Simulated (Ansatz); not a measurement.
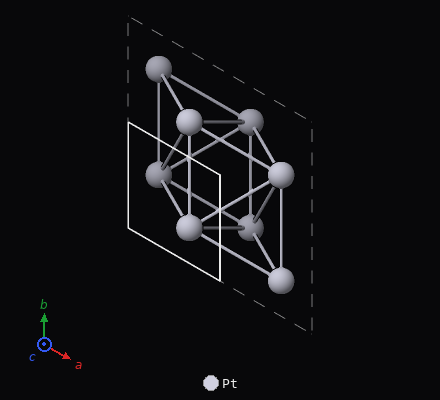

Pt (P6_3/mmc, No. 194): the geometry given to an electronic-structure calculation, possibly off equilibrium; the starting structure was generated, so it need not be a known form of this composition.

```yaml
crystal:
  lattice:
    - [2.81374, 0.00000, 0.00000]
    - [-1.40687, 2.43677, 0.00000]
    - [0.00000, 0.00000, 4.89596]
  atoms:
    - { symbol: Pt, position: [0.33333, 0.66667, 0.25000] }
    - { symbol: Pt, position: [0.66667, 0.33333, 0.75000] }
```

**What will a HAADF-like image along [001] show? Simulated incoherent Z contrast: every atom adds Z^1.7 spread by a probe of 1.06 Å full width; channelling and multiple scattering are left out. The probe carries 25 % of its weight in a tail 2.5 times as wide. Shot noise was added.**

The columns repeat on a hexagonal net with a repeat of 2.81 Å (plane group p6mm). All columns are alike (Pt). The shortest distance between visible columns is 1.62 Å in projection. Along the beam the structure repeats every 4.90 Å.

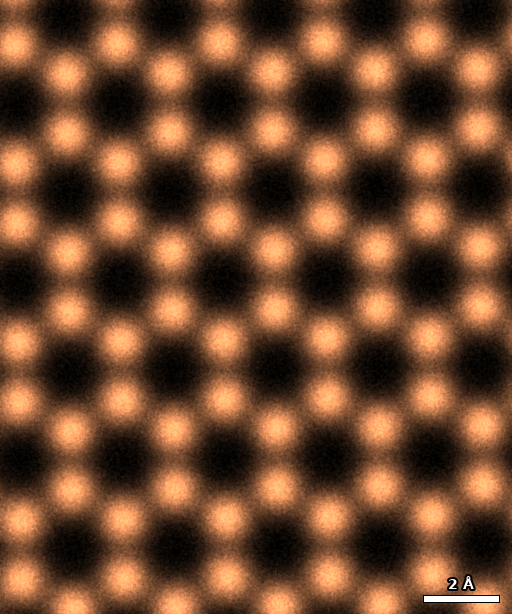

The simulated image.
